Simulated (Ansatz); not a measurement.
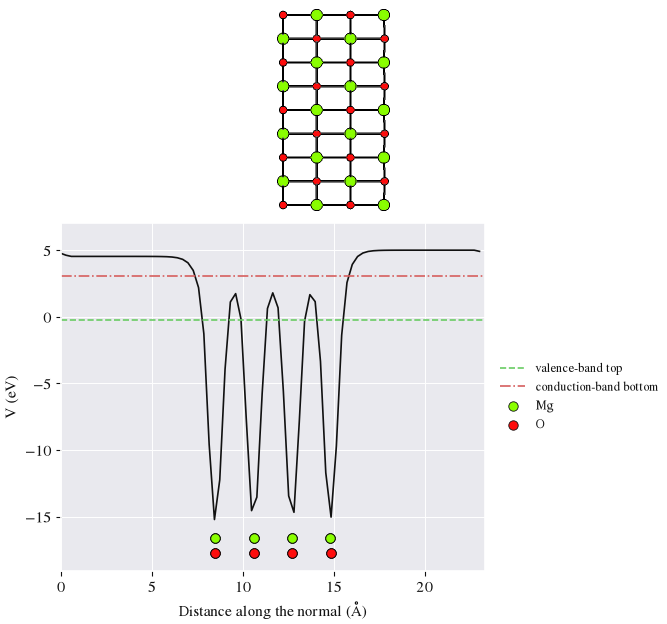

Plane-averaged electrostatic potential energy of an electron across the slab; circles at the bottom mark the heights of the atoms (positions after relaxation). The structure is drawn too.

The material is a (100) slab cut from MgO (Fm-3m), ended by MgO planes, 32 atoms in the cell.

Level of theory: DFT PBE+D3(BJ), scalar-relativistic, plane waves, PAW, no spin polarisation, 5×5×1 k mesh, Gaussian smearing of 0.05 eV; code Ansatz.

### What are the ionisation potential and the electron affinity of the slab?

From the vacuum level at the right face the ionisation potential is 5.27 eV and the electron affinity 1.90 eV; at the left face they are 4.80 and 1.43 eV. The slab's gap, their difference before rounding, is 3.37 eV.

### Do the two faces differ, and what does that say about the slab's dipole?

The vacuum level is 0.47 eV higher at the right than at the left, so the slab carries a dipole along its normal; the ramp in the vacuum, at or near the edge of the plot, is the dipole correction that keeps each side flat. Some atoms were held fixed in the relaxation, which can itself make the faces differ.
